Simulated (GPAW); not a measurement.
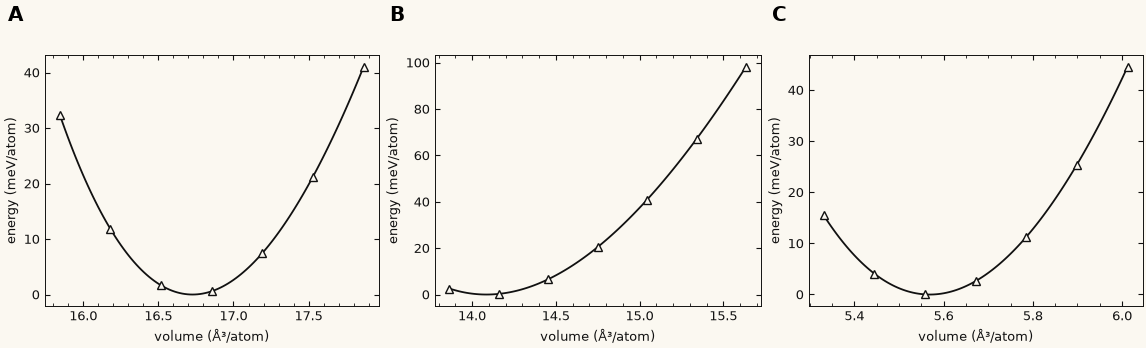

Each panel shows the energy against volume for one of these solids: Au, Fm-3m (No. 225); C, Fd-3m (No. 227); Pd, Fm-3m (No. 225).

Method: PAW DFT in plane waves, on a grid or in atomic orbitals, no spin polarisation; energies at scaled volumes of the given cell, shape and fractions fixed, counted from the fit's minimum, third-order Birch-Murnaghan fit (GPAW 26.7.0). Level: PBEsol with D3(BJ).

Q: Which panel belongs to which solid?

A: A is Au (energy from 0.59 meV/atom to 41.03 meV/atom, V0 16.73 Å³/atom, B0 197 GPa); B is Pd (energy from 0.28 meV/atom to 98.18 meV/atom, V0 14.09 Å³/atom, B0 231 GPa); C is C (energy from 0.05 meV/atom to 44.49 meV/atom, V0 5.569 Å³/atom, B0 457 GPa).

For Au, limits of the calculation: spin-orbit coupling left out, heavy elements.
